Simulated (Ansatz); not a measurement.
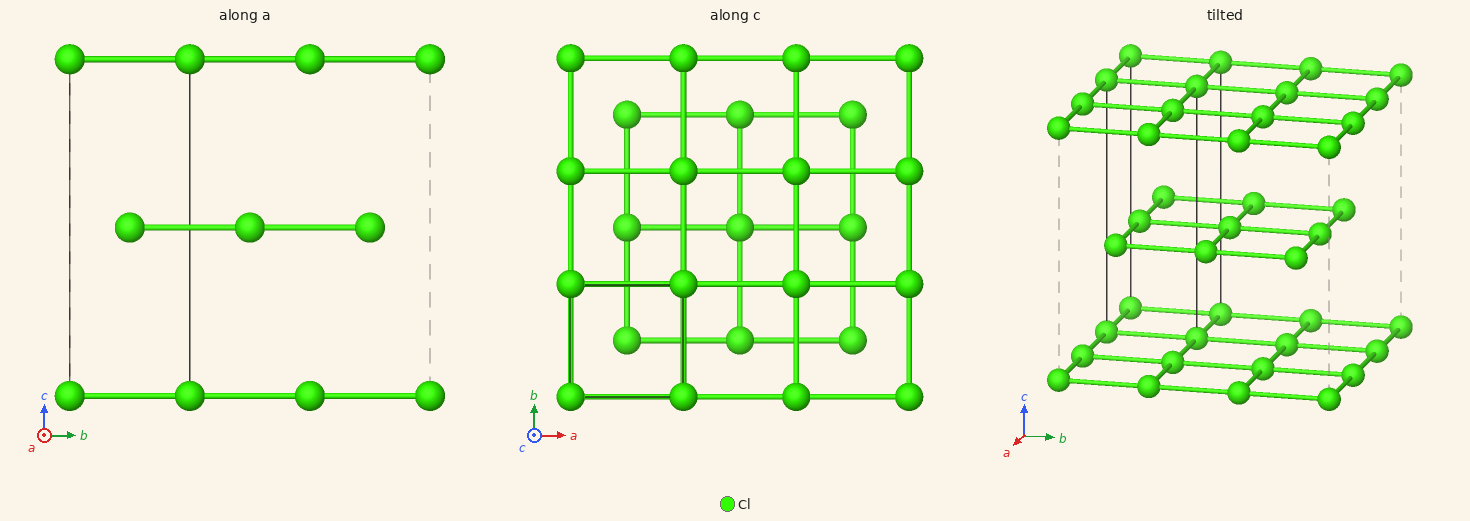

A ball-and-stick rendering, viewed along the a axis, along the c axis and slightly off an axis. The structure is repeated 3×3×1 times; solid lines mark one conventional unit cell.

Notes on the structure:

- The element is chlorine.
- Space group I4/mmm (No. 139), lattice body-centred tetragonal.
- The cell holds two atoms.
- Each Cl has four Cl in a square planar arrangement.
- The bonds build Cl layers parallel to (001).

Provenance: a structure listed in the Materials Project, with elements exchanged, so it need not be a known form of the compound. The cell was then strained or its atoms displaced on purpose. A calculation with Ansatz used it as input.
